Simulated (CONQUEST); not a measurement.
## A series of single points on BP

System: BP (F-43m, 4 atoms in the cell).
Method: Kohn-Sham DFT of a periodic cell, PBEsol, PseudoDojo NC PBEsol, no spin polarisation (CONQUEST 1.3).

The 7 runs differ only in the geometry, by an even scaling of the cell at fixed fractional positions. The structure derives from an entry of the Crystallography Open Database.

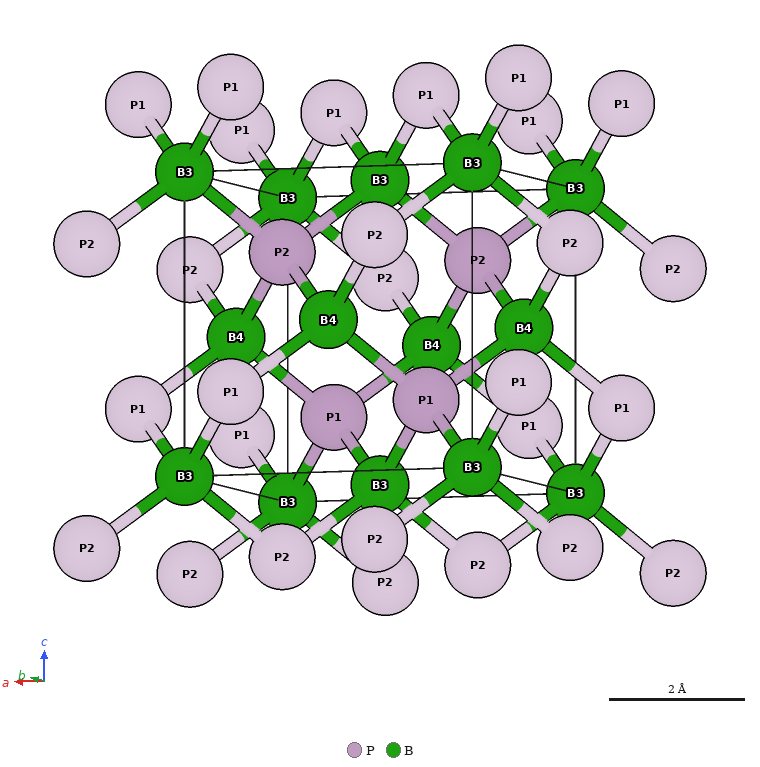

Figure 1. The structure of run 4 (ball-and-stick view of the cell 2 times as large as that of the calculation, set on its symmetry axes, seen at an oblique angle; neighbours outside the cell are drawn fainter; atoms are numbered from 1 in the order of the input).

### Input of run 4
```
IO.Title BP
IO.Coordinates coords.dat
IO.FractionalAtomicCoords T
IO.Iprint 2
IO.Iprint_init 1
General.NumberOfSpecies 2
General.PseudopotentialType hamann
AtomMove.TypeOfRun static
AtomMove.FullStress T
Grid.PointsAlongX 32
Grid.PointsAlongY 32
Grid.PointsAlongZ 48
DM.SolutionMethod diagon
Diag.MPMesh T
Diag.GammaCentred T
Diag.MPMeshX 8
Diag.MPMeshY 8
Diag.MPMeshZ 6
Diag.kT 0.00183747
minE.SCTolerance 1e-6
SC.MaxIters 100
IO.AtomChargeOutput T
%block ChemicalSpeciesLabel
1 30.970 P
2 10.810 B
%endblock
```

Command:
```bash
Conquest
```

Lattice vectors (Å) and fractional positions of run 4:
```
   3.208851    0.000000    0.000000
   0.000000    3.208851    0.000000
   0.000000    0.000000    4.538000
P   0.000000  0.500000  0.250000
P   0.500000  0.000000  0.750000
B   0.000000  0.000000  0.000000
B   0.500000  0.500000  0.500000
```

Run 2 has the same physical settings and fractional positions; its lattice vectors (Å) are:
```
   3.165482    0.000000    0.000000
   0.000000    3.165482    0.000000
   0.000000    0.000000    4.476668
```

### Results, with one run withheld

```csv
run,volume per atom (Å³),"free energy per atom, from the lowest run given (meV)",pressure (GPa),gap on the mesh (eV)
1,10.981,27.20,12.11,1.04
2,11.214,?,?,?
3,11.448,3.65,4.21,1.09
4,11.682,0.00,0.86,1.11
5,11.915,1.18,−2.37,1.14
6,12.149,6.88,−5.31,1.16
7,12.383,16.51,−7.79,1.19
```

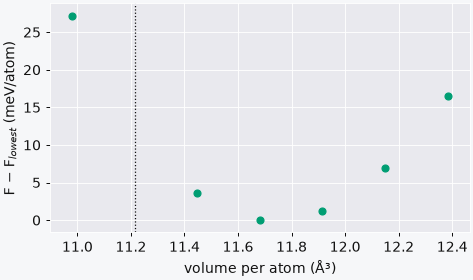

Figure 2. Free energy per atom of the runs given; the dotted line marks run 2.

Fit the runs given and predict run 2.

A cubic polynomial in V^(−2/3) (the Birch–Murnaghan form), fitted to the 6 runs given, misses them by at most 0.04 meV per atom. With x = V^(−2/3) − 0.19354 Å⁻², it reads F = −0.12257 − 58.438 x + 3.5791e+05 x² − 4.8112e+05 x³ (meV per atom). At run 2 it gives 12.56 meV per atom, and the run itself gives 12.54. The slope of the fit gives a pressure −dF/dV of 8.03 GPa there, and the run prints 8.01 GPa. The fit has its minimum at 11.737 Å³ per atom, where V d²F/dV² gives 163 GPa: the bulk modulus at this level, since symmetry fixes the shape and the positions. The gap on the mesh goes, without turning, from 1.04 eV in run 1 to 1.19 eV in run 7; run 2 has 1.06 eV. These are gaps of this functional on this mesh, which can miss the band edges; they aren't the measured gap.

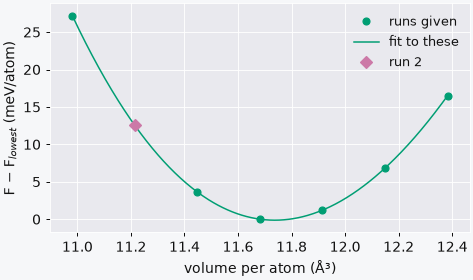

Figure 3. The fit and the withheld run.

### Some lines of the output (run 2)
```
[...]
          DFT Total Energy                 :       -19.713541955387278 Ha
          DFT Total Energy                 :       -19.758182827514883 Ha
          DFT Total Energy                 :       -19.759136842758213 Ha
          Free Energy (E-TS)               :       -19.759216769976419 Ha
          DFT Total Energy                 :       -19.759210462665457 Ha
          Free Energy (E-TS)               :       -19.759211686261139 Ha
          DFT Total Energy                 :       -19.759211614130262 Ha
          Free Energy (E-TS)               :       -19.759211654652024 Ha
          DFT Total Energy                 :       -19.759211635152546 Ha
          Free Energy (E-TS)               :       -19.759211652923153 Ha
          DFT Total Energy                 :       -19.759211636430791 Ha
      | Free Energy as E-TS      =       -19.759211652923153 Ha
      |* DFT total energy        =       -19.759211636430791 Ha
    force: Average pressure:      8.01194808 GPa
```

Notes: With a small basis of atomic orbitals these values can differ much from converged plane-wave results.
